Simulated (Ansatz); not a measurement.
## Geometry relaxation, with input and output: Ga₂₀Al₁₂As₃₂ (part 1 of 2)

Ga₂₀Al₁₂As₃₂ (P1, 64 atoms in the cell), computed with DFT, PBEsol, PAW, plane waves (Ansatz 0.2.0).

The structure was built on a prototype by a generator; it need not be a known phase.

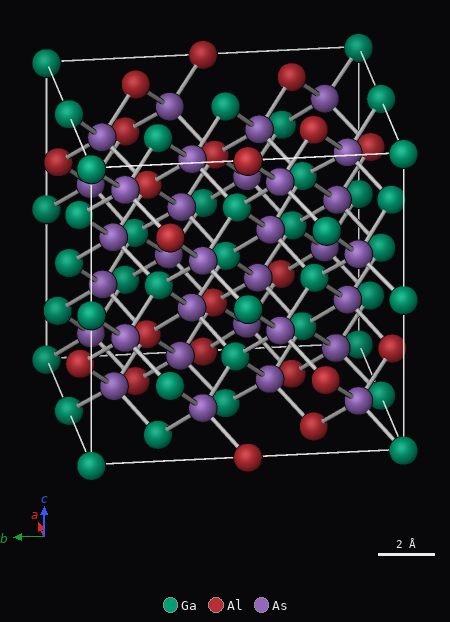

*The starting structure (ball-and-stick view of the cell of the calculation, seen at an oblique angle).*

Key numbers:

| quantity | value |
| --- | --- |
| outcome | converged |
| space group (tolerance 0.01 Å) | P1 (1) |
| electrons treated | 776 |
| free energy | −235198.2228 eV |
| Fermi energy | 7.911 eV |
| pressure | 0.00 GPa |
| largest force (length of the vector) at the end | 0.015 eV/Å |
| final cell | a = 11.331 Å, b = 11.331 Å, c = 11.331 Å, α = 90.00°, β = 90.00°, γ = 90.00° |
| hardware | 1 × NVIDIA GB300, 8 threads of Arm Neoverse-V2, shared host |
| wall time | 6.5 s (CPU time 10 s) |
| peak memory | 2.2 GiB |

Notes:

The k-point mesh is coarse for a cell of this size, so the results may not be converged.

The input:
```yaml
crystal:
  lattice:
    - [11.330715, 0.000000, 0.000000]
    - [0.000000, 11.330715, 0.000000]
    - [0.000000, 0.000000, 11.330715]
  atoms:
    - { symbol: Ga, position: [0.996946, 0.000671, 0.996385] }
    - { symbol: Ga, position: [0.000109, 0.000142, 0.502695] }
    - { symbol: Ga, position: [0.998102, 0.498145, 0.498599] }
    - { symbol: Ga, position: [0.501896, 0.999706, 0.001365] }
    - { symbol: Ga, position: [0.500515, 0.999597, 0.500159] }
    - { symbol: Ga, position: [0.501369, 0.498362, 0.001751] }
    - { symbol: Ga, position: [0.498457, 0.497639, 0.499415] }
    - { symbol: Ga, position: [0.251414, 0.249790, 0.500965] }
    - { symbol: Ga, position: [0.252526, 0.750407, 0.997021] }
    - { symbol: Ga, position: [0.249189, 0.748092, 0.502434] }
    - { symbol: Ga, position: [0.748744, 0.248445, 0.499861] }
    - { symbol: Ga, position: [0.751622, 0.754739, 0.499334] }
    - { symbol: Ga, position: [0.248663, 0.003267, 0.752332] }
    - { symbol: Ga, position: [0.248659, 0.503495, 0.249685] }
    - { symbol: Ga, position: [0.248228, 0.498309, 0.752035] }
    - { symbol: Ga, position: [0.748717, 0.000134, 0.250382] }
    - { symbol: Ga, position: [0.002150, 0.245803, 0.748216] }
    - { symbol: Ga, position: [0.001226, 0.748130, 0.251441] }
    - { symbol: Ga, position: [0.500377, 0.252657, 0.248950] }
    - { symbol: Ga, position: [0.499738, 0.251757, 0.755216] }
    - { symbol: Al, position: [0.996521, 0.499075, 0.998600] }
    - { symbol: Al, position: [0.248187, 0.252245, 0.001130] }
    - { symbol: Al, position: [0.752740, 0.250232, 0.998249] }
    - { symbol: Al, position: [0.748860, 0.750624, 0.000578] }
    - { symbol: Al, position: [0.250984, 0.000114, 0.249860] }
    - { symbol: Al, position: [0.750954, 0.997820, 0.750225] }
    - { symbol: Al, position: [0.752763, 0.502057, 0.251183] }
    - { symbol: Al, position: [0.749261, 0.497373, 0.750601] }
    - { symbol: Al, position: [0.002876, 0.249053, 0.245036] }
    - { symbol: Al, position: [0.001941, 0.747070, 0.751454] }
    - { symbol: Al, position: [0.500063, 0.751056, 0.247457] }
    - { symbol: Al, position: [0.499381, 0.748462, 0.751503] }
    - { symbol: As, position: [0.124709, 0.126490, 0.124875] }
    - { symbol: As, position: [0.124732, 0.126734, 0.619544] }
    - { symbol: As, position: [0.123165, 0.625254, 0.127114] }
    - { symbol: As, position: [0.121128, 0.625669, 0.624166] }
    - { symbol: As, position: [0.626576, 0.126720, 0.123754] }
    - { symbol: As, position: [0.623396, 0.123397, 0.624440] }
    - { symbol: As, position: [0.623787, 0.625888, 0.124378] }
    - { symbol: As, position: [0.624098, 0.622011, 0.625174] }
    - { symbol: As, position: [0.377308, 0.374715, 0.121266] }
    - { symbol: As, position: [0.372756, 0.373478, 0.626033] }
    - { symbol: As, position: [0.372705, 0.873692, 0.124152] }
    - { symbol: As, position: [0.374133, 0.875938, 0.625834] }
    - { symbol: As, position: [0.877378, 0.375844, 0.128383] }
    - { symbol: As, position: [0.873273, 0.375671, 0.627104] }
    - { symbol: As, position: [0.875875, 0.875667, 0.122489] }
    - { symbol: As, position: [0.875905, 0.876627, 0.625654] }
    - { symbol: As, position: [0.376690, 0.125614, 0.376240] }
    - { symbol: As, position: [0.373739, 0.125598, 0.873577] }
    - { symbol: As, position: [0.372987, 0.625323, 0.376376] }
    - { symbol: As, position: [0.376074, 0.623491, 0.875362] }
    - { symbol: As, position: [0.875332, 0.126659, 0.373581] }
    - { symbol: As, position: [0.876114, 0.126285, 0.875010] }
    - { symbol: As, position: [0.877187, 0.626329, 0.375003] }
    - { symbol: As, position: [0.874885, 0.623309, 0.874346] }
    - { symbol: As, position: [0.125601, 0.377171, 0.374673] }
    - { symbol: As, position: [0.125491, 0.378421, 0.875712] }
    - { symbol: As, position: [0.125479, 0.873687, 0.375330] }
    - { symbol: As, position: [0.123603, 0.874448, 0.875213] }
    - { symbol: As, position: [0.625263, 0.376816, 0.374151] }
    - { symbol: As, position: [0.625106, 0.372744, 0.874002] }
    - { symbol: As, position: [0.625139, 0.874110, 0.377021] }
    - { symbol: As, position: [0.623731, 0.876550, 0.873526] }
  symmetry: { detect: false }
kpoints:
  mp_grid: { grid: [1, 1, 1], shift: [0.25, 0.25, 0.25] }
hamiltonian:
  xc: pbesol
scf:
  occupations: { method: fermi_dirac, width: 0.01 }
relax:
  f_tol: 0.03
  max_steps: 80
  escape_saddle: false
  adjacent_minimum: "off"
  cell: { fix: [shape] }
output:
  forces: true
  eigenvalues: true
  populations: true
```

The program's output:
```
Pseudopotentials: kind: paw
Functional definition: PBEsol
  exchange = pbesol_x
  correlation = pbesol_c
Crystal: 64 atoms, lattice volume = 1454.695 Å³
Basis set: ecut = 420 eV, 28425 PW (Γ), exchange–correlation on 160×160×160 points (8 copies of the dense FFT grid, shifted against one another)
Bands: 466, of which v1, the nominal top of the filled ones, is band 388 counted from 1 (387 counted from 0)
Symmetry: 1 space group operations
k-points: 1
Non-local potential: Ga, projectors of the file, l = 0: 2, l = 1: 2, l = 2: 3, l = 3: 1
Non-local potential: Al, projectors of the file, l = 0: 2, l = 1: 2, l = 2: 1
Non-local potential: As, projectors of the file, l = 0: 2, l = 1: 2, l = 2: 3, l = 3: 1
PAW form: soft (Blöchl's): semilocal exchange-correlation on the pseudo side does not see the compensation charge
PAW frozen core: Ga, regenerated for the run's functional, and the local potential with it (the file was generated under x = pbe(κ = 0.804, μ = 0.2195149727645171), c = pbe(β = 0.06672455060314922))
PAW frozen core: Al, regenerated for the run's functional, and the local potential with it (the file was generated under x = pbe(κ = 0.804, μ = 0.2195149727645171), c = pbe(β = 0.06672455060314922))
PAW frozen core: As, regenerated for the run's functional, and the local potential with it (the file was generated under x = pbe(κ = 0.804, μ = 0.2195149727645171), c = pbe(β = 0.06672455060314922))
PAW one-centre angular grid: Ga, 590 points (default); XC on 64 Gauss nodes
PAW one-centre angular grid: Al, 110 points (default); XC on 64 Gauss nodes
PAW one-centre angular grid: As, 590 points (default); XC on 64 Gauss nodes
Initial density: superposition of atomic densities (neutral atoms: chi_scale 0, normalization atom), corrected by the library's trained network
Initial wavefunctions: pseudopotential atomic-orbital guess
Functional: x = pbesol(κ = 0.804, μ = 0.12345679012345678), c = pbesol(β = 0.046)
SCF iter   1: F=—  HF=-235197.948514 eV  |F-HF|=—  |Δ(HF+E_count)|=         —  Δρ=3.67e-3  dr2=2.87e-1  ethr=1.77e-3  ⟨swp⟩=6.0  Hψ=1718  notcnv=0  defer=8
preconditioner: auto → Resta (q_TF=auto, 2.457 Å⁻¹)  ε∞=3.6  [insulator: Δε(μ)=1.512 eV  Ē_g=12.936 eV  σ=0.010 eV  W_gap=1.00  n_scr=364 (ndim 8)  ℏωp=20.8 eV  f_vac=0.050  D(μ)=0.00/eV (n_scr^D=0)  ε∞_Penn≈3.6]
SCF iter   2: F=—  HF=-235197.853824 eV  |F-HF|=—  |Δ(HF+E_count)|=   9.47e-2  Δρ=1.96e-3  dr2=7.87e-2  ethr=3.70e-5  ⟨swp⟩=3.0  Hψ=927  notcnv=0  defer=74
SCF iter   3: F=—  HF=-235197.843929 eV  |F-HF|=—  |Δ(HF+E_count)|=   9.90e-3  Δρ=5.41e-4  dr2=7.22e-3  ethr=1.01e-5  ⟨swp⟩=2.0  Hψ=520  notcnv=0  defer=74
SCF iter   4: F=—  HF=-235197.845391 eV  |F-HF|=—  |Δ(HF+E_count)|=   1.46e-3  Δρ=1.81e-4  dr2=7.53e-4  ethr=9.31e-7  ⟨swp⟩=2.0  Hψ=779  notcnv=0  defer=74
SCF iter   5: F=—  HF=-235197.843387 eV  |F-HF|=—  |Δ(HF+E_count)|=   2.00e-3  Δρ=1.09e-4  dr2=1.34e-4  ethr=9.70e-8  ⟨swp⟩=2.0  Hψ=717  notcnv=0  defer=74
SCF iter   6: F=—  HF=-235197.843407 eV  |F-HF|=—  |Δ(HF+E_count)|=   2.05e-5  Δρ=3.04e-5  dr2=1.09e-5  ethr=1.72e-8  ⟨swp⟩=2.0  Hψ=620  notcnv=0  defer=74
SCF iter   7: F=—  HF=-235197.845665 eV  |F-HF|=—  |Δ(HF+E_count)|=   2.26e-3  Δρ=8.71e-6  dr2=1.14e-6  ethr=1.40e-9  ⟨swp⟩=2.0  Hψ=770  notcnv=0  defer=74
SCF iter   8: F=-235197.845667 eV  HF=-235197.845667 eV  |F-HF|=1.37e-9  |Δ(HF+E_count)|=   1.16e-6  Δρ=2.20e-6  dr2=9.07e-8  ethr=1.29e-11  ⟨swp⟩=9.0  Hψ=2570  notcnv=0
SCF 1 converged in 8 iterations: F = -235197.845667 eV  dr2 = 9.07e-8
  greatest PAW one-centre occupation: 0.999 electrons in one spin orbital (limit 2), on the As atom at site 33 (counted from 0), in its partial waves of l = 2
relax step   1: F+E_penalty+E_count = -235197.84566660 eV  Δ(F+E_penalty+E_count) = +0.000e0 eV  max|allowed force component| = 7.024e-1 eV/Å  Δτ_max = 0.0000 Å  P = +0.089 GPa  Ω = 1454.695 Å³  fix = [alpha, beta, gamma, b/a, c/a]  reactions: b/a -0.002, c/a -0.015 GPa; alpha +0.634, beta +0.886, gamma +0.635 GPa/rad  (8 SCF iters, dr2 threshold 1.00e-7 eV, accepted)
Crystal: 64 atoms, lattice volume = 1453.043 Å³
Initial density: handed on by an earlier stage of this run
Initial wavefunctions: those handed on with the density
iter 1 solved again at ethr=1.11e-5 eV; its pass at ethr=3.10e-3 eV (dr2=8.58e-2 eV) is discarded
SCF iter   1: F=—  HF=-235198.216889 eV  |F-HF|=—  |Δ(HF+E_count)|=         —  Δρ=3.30e-3  dr2=8.88e-2  ethr=1.11e-5  ⟨swp⟩=4.0  Hψ=1854  notcnv=0
preconditioner: auto → Resta (q_TF=auto, 2.457 Å⁻¹)  ε∞=3.6  [insulator: Δε(μ)=1.566 eV  Ē_g=12.962 eV  σ=0.010 eV  W_gap=1.00  n_scr=364 (ndim 8)  ℏωp=20.8 eV  f_vac=0.035  D(μ)=0.00/eV (n_scr^D=0)  ε∞_Penn≈3.6]
SCF iter   2: F=—  HF=-235198.201631 eV  |F-HF|=—  |Δ(HF+E_count)|=   1.53e-2  Δρ=1.71e-3  dr2=2.30e-2  ethr=1.11e-5  ⟨swp⟩=7.0  Hψ=566  notcnv=0  defer=1
SCF iter   3: F=—  HF=-235198.199222 eV  |F-HF|=—  |Δ(HF+E_count)|=   2.41e-3  Δρ=2.26e-4  dr2=1.02e-3  ethr=2.97e-6  ⟨swp⟩=7.0  Hψ=793  notcnv=0
SCF iter   4: F=—  HF=-235198.199034 eV  |F-HF|=—  |Δ(HF+E_count)|=   1.88e-4  Δρ=1.03e-4  dr2=1.86e-4  ethr=1.32e-7  ⟨swp⟩=2.0  Hψ=854  notcnv=0
SCF iter   5: F=—  HF=-235198.198962 eV  |F-HF|=—  |Δ(HF+E_count)|=   7.17e-5  Δρ=3.11e-5  dr2=2.88e-5  ethr=2.40e-8  ⟨swp⟩=2.0  Hψ=854  notcnv=0
SCF iter   6: F=-235198.198961 eV  HF=-235198.198962 eV  |F-HF|=4.74e-7  |Δ(HF+E_count)|=   5.49e-8  Δρ=1.27e-5  dr2=3.88e-6  ethr=8.25e-10  ⟨swp⟩=7.0  Hψ=2117  notcnv=0
SCF 2 converged in 6 iterations: F = -235198.198961 eV  dr2 = 3.88e-6
relax step   2: F+E_penalty+E_count = -235198.19896132 eV  Δ(F+E_penalty+E_count) = -3.533e-1 eV  max|allowed force component| = 1.435e-1 eV/Å  Δτ_max = 0.0729 Å  P = +0.091 GPa  Ω = 1453.043 Å³  energy of the carried Pulay correction = +3.034e-4 eV  fix = [alpha, beta, gamma, b/a, c/a]  reactions: b/a +0.003, c/a -0.004 GPa; alpha +0.720, beta +0.767, gamma +0.710 GPa/rad  (6 SCF iters, dr2 thres
Crystal: 64 atoms, lattice volume = 1454.813 Å³
iter 1 solved again at ethr=1.94e-6 eV; its pass at ethr=3.10e-3 eV (dr2=1.51e-2 eV) is discarded
SCF iter   1: F=—  HF=-235198.224070 eV  |F-HF|=—  |Δ(HF+E_count)|=         —  Δρ=1.67e-3  dr2=1.55e-2  ethr=1.94e-6  ⟨swp⟩=7.0  Hψ=1690  notcnv=0  defer=1
preconditioner: auto → Resta (q_TF=auto, 2.457 Å⁻¹)  ε∞=3.6  [insulator: Δε(μ)=1.567 eV  Ē_g=12.955 eV  σ=0.010 eV  W_gap=1.00  n_scr=364 (ndim 8)  ℏωp=20.8 eV  f_vac=0.036  D(μ)=0.00/eV (n_scr^D=0)  ε∞_Penn≈3.6]
SCF iter   2: F=—  HF=-235198.222092 eV  |F-HF|=—  |Δ(HF+E_count)|=   1.98e-3  Δρ=8.26e-4  dr2=3.51e-3  ethr=1.94e-6  ⟨swp⟩=4.0  Hψ=773  notcnv=0
SCF iter   3: F=—  HF=-235198.220607 eV  |F-HF|=—  |Δ(HF+E_count)|=   1.48e-3  Δρ=8.97e-5  dr2=1.12e-4  ethr=4.52e-7  ⟨swp⟩=3.0  Hψ=776  notcnv=0
SCF iter   4: F=—  HF=-235198.222769 eV  |F-HF|=—  |Δ(HF+E_count)|=   2.16e-3  Δρ=3.55e-5  dr2=2.62e-5  ethr=1.44e-8  ⟨swp⟩=2.0  Hψ=853  notcnv=0
SCF iter   5: F=—  HF=-235198.222756 eV  |F-HF|=—  |Δ(HF+E_count)|=   1.31e-5  Δρ=1.22e-5  dr2=1.85e-6  ethr=3.38e-9  ⟨swp⟩=2.0  Hψ=853  notcnv=0
SCF iter   6: F=-235198.222755 eV  HF=-235198.222755 eV  |F-HF|=4.04e-8  |Δ(HF+E_count)|=   5.00e-7  Δρ=3.98e-6  dr2=3.20e-7  ethr=1.66e-10  ⟨swp⟩=8.0  Hψ=1775  notcnv=0
SCF 3 converged in 6 iterations: F = -235198.222755 eV  dr2 = 3.20e-7
relax step   3: F+E_penalty+E_count = -235198.22275542 eV  Δ(F+E_penalty+E_count) = -2.379e-2 eV  max|allowed force component| = 1.474e-2 eV/Å  Δτ_max = 0.0305 Å  P = +0.005 GPa  Ω = 1454.813 Å³  energy of the carried Pulay correction = -2.175e-5 eV  fix = [alpha, beta, gamma, b/a, c/a]  reactions: b/a +0.003, c/a -0.003 GPa; alpha +0.731, beta +0.727, gamma +0.730 GPa/rad  (6 SCF iters, dr2 thres
Initial wavefunctions: pseudopotential atomic-orbital guess (no wavefunctions were taken with the density)
iter 1 solved again at ethr=6.82e-8 eV; its pass at ethr=3.10e-3 eV (dr2=5.29e-4 eV) is discarded
SCF iter   1: F=—  HF=-235198.220452 eV  |F-HF|=—  |Δ(HF+E_count)|=         —  Δρ=4.39e-5  dr2=8.92e-7  ethr=6.82e-8  ⟨swp⟩=5.0  Hψ=3060  notcnv=0
SCF iter   2: F=—  HF=-235198.222700 eV  |F-HF|=—  |Δ(HF+E_count)|=   2.25e-3  Δρ=2.22e-5  dr2=2.70e-7  ethr=1.15e-10  ⟨swp⟩=2.0  Hψ=854  notcnv=0
SCF iter   3: F=—  HF=-235198.222754 eV  |F-HF|=—  |Δ(HF+E_count)|=   5.48e-5  Δρ=2.55e-6  dr2=3.88e-8  ethr=3.48e-11  ⟨swp⟩=2.0  Hψ=747  notcnv=0
SCF iter   4: F=—  HF=-235198.222755 eV  |F-HF|=—  |Δ(HF+E_count)|=   3.94e-7  Δρ=1.07e-6  dr2=5.66e-9  ethr=5.00e-12  ⟨swp⟩=2.0  Hψ=854  notcnv=0
SCF iter   5: F=—  HF=-235198.222755 eV  |F-HF|=—  |Δ(HF+E_count)|=   1.01e-7  Δρ=3.30e-7  dr2=1.34e-9  ethr=1.00e-12  ⟨swp⟩=2.0  Hψ=854  notcnv=0
SCF iter   6: F=-235198.222755 eV  HF=-235198.222755 eV  |F-HF|=5.82e-11  |Δ(HF+E_count)|=   7.89e-9  Δρ=7.84e-8  dr2=9.96e-11  ethr=1.00e-12  ⟨swp⟩=4.0  Hψ=1633  notcnv=0
SCF 4 converged in 6 iterations: F = -235198.222755 eV  dr2 = 9.96e-11
relax step   4: F+E_penalty+E_count = -235198.22275499 eV  Δ(F+E_penalty+E_count) = +4.335e-7 eV  max|allowed force component| = 1.477e-2 eV/Å  Δτ_max = 0.0000 Å  P = +0.004 GPa  Ω = 1454.813 Å³  fix = [alpha, beta, gamma, b/a, c/a]  reactions: b/a +0.003, c/a -0.003 GPa; alpha +0.731, beta +0.727, gamma +0.730 GPa/rad  stress off target by 4.48e-3 GPa on what of the cell is left free  SCF on the
```

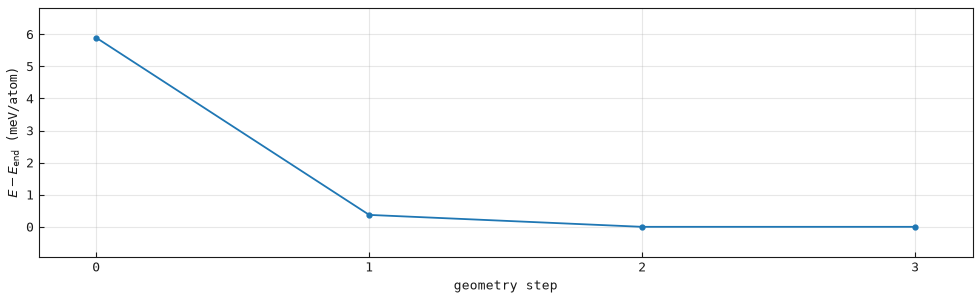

*Progress of the relaxation, step by step (the first geometry is step 0 here and step 1 in the log).*

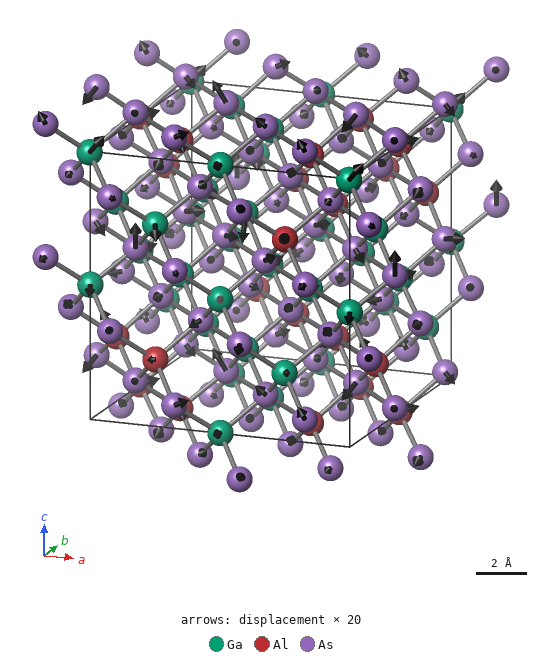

*The starting structure with the displacements as black arrows, magnified 20 times (ball-and-stick view of the cell of the calculation, with bonded neighbours outside it, seen slightly off an axis).*

The energy falls by 5.9 meV per atom in 3 geometry steps. The largest force component goes from 0.7 to 0.015 eV/Å. The pressure goes from 0.09 to 0.00 GPa. The atom that moves furthest is Al29 (0.066 Å). By element the largest moves are Al 0.066 Å, Ga 0.062 Å, As 0.062 Å. The lattice vectors keep their values. Among the contacts that change: Ga12–As40 2.526 → 2.456 Å, Ga14–As41 2.524 → 2.457 Å, Al29–As33 2.385 → 2.452 Å, Ga20–As62 2.389 → 2.452 Å. Among the angles that change: Ga13–As34–Ga17 105.8° → 109.4°, Ga2–As34–Ga8 112.8° → 109.8°, Al21–As45–Al23 106.5° → 109.4°. The space group stays P1 (No. 1). (Atoms are counted from 1 in the order of the input.)
